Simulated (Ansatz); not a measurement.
Ti6Al6H (slab)

Input

```
crystal:
  lattice:
    - [5.6437148484, 0.0, 0.0]
    - [0.0, 4.9580382204, 0.0]
    - [0.0, 0.0, 20.1871504474]
  atoms:
    - { symbol: Ti, position: [0.0, 0.32392942, 0.1981458458] }
    - { symbol: Ti, position: [0.5, 0.32392942, 0.1981458458] }
    - { symbol: Al, position: [0.25, 0.82392942, 0.1981458458] }
    - { symbol: Al, position: [0.75, 0.82392942, 0.1981458458] }
    - { symbol: Ti, position: [0.0, 0.6376472306, 0.3123548628] }
    - { symbol: Ti, position: [0.5, 0.6376472306, 0.3123548628] }
    - { symbol: Al, position: [0.25, 0.140167878, 0.3113266804] }
    - { symbol: Al, position: [0.75, 0.140167878, 0.3113266804] }
    - { symbol: Ti, position: [0.0, 0.9594831303, 0.4225709853] }
    - { symbol: Ti, position: [0.5, 0.9594831303, 0.4225709853] }
    - { symbol: Al, position: [0.25, 0.4565330473, 0.4303306933] }
    - { symbol: Al, position: [0.75, 0.4565330473, 0.4303306933] }
    - { symbol: H, position: [0.4166666667, 1.2898663806, 0.4828235109] }
basis:
  ecutwfc: 420
kpoints:
  mp_grid: { grid: [5, 6, 1] }
hamiltonian:
  xc: pbe
  pseudopotentials: { kind: paw, azcp: { folder: soft_1 } }
scf:
  occupations: { method: gaussian, width: 0.1 }
output:
  forces: true
  eigenvalues: true
  write_density: true
  write_potential: true
  elf: true
  volumetric_format: npy
relax:
  adjacent_minimum: "off"
  f_tol: 0.025
  max_steps: 16
  constraints:
    - { sites: [0, 1, 2, 3, 4, 5, 6, 7, 8, 9, 10, 11] }
    - { sites: [12], fix: xy }
efield:
  axis: 3
  dipole_correction: true
  ramp_width: 0.04
```

Command:

```sh
ansatz run input.yaml --threads 4 --pin off --max-ram 12288MiB --backend cpu --events-out ev --progress --plain --runs-dir out
```

A point of a scan over the structure, not its minimum; not relaxed (largest force 1.0 eV/Å); computed without spin polarisation; PAW files of the earlier set (soft_1).

These are results of Ansatz 0.2.0, DFT PBE, scalar-relativistic, plane waves, PAW, not measurements.

What will maps of the valence pseudo-density and electron localisation function show?

Answer. Al–H (1.66 Å): ρ is about 0.36 e/Å³ halfway; the ELF climbs to about 1 towards the hydrogen.

Does the calculation give a band gap?

Answer. It is metallic or semimetallic at this level of theory: no gap opens.

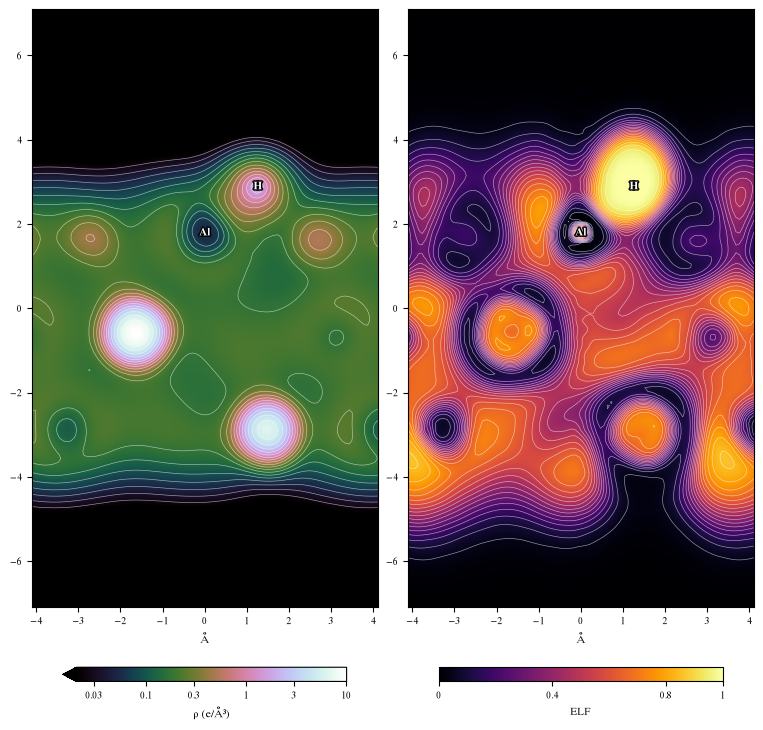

Computed valence pseudo-density and electron localisation function on the (110) plane of the calculation cell, a cut from vacuum to vacuum, in this order. Atoms just off the plane (Ti, 0.3 Å away and Al, 0.5 Å away) can leave unmarked features too.

Core electrons are frozen (PAW), and the valence fields are smoothed inside the atomic spheres.
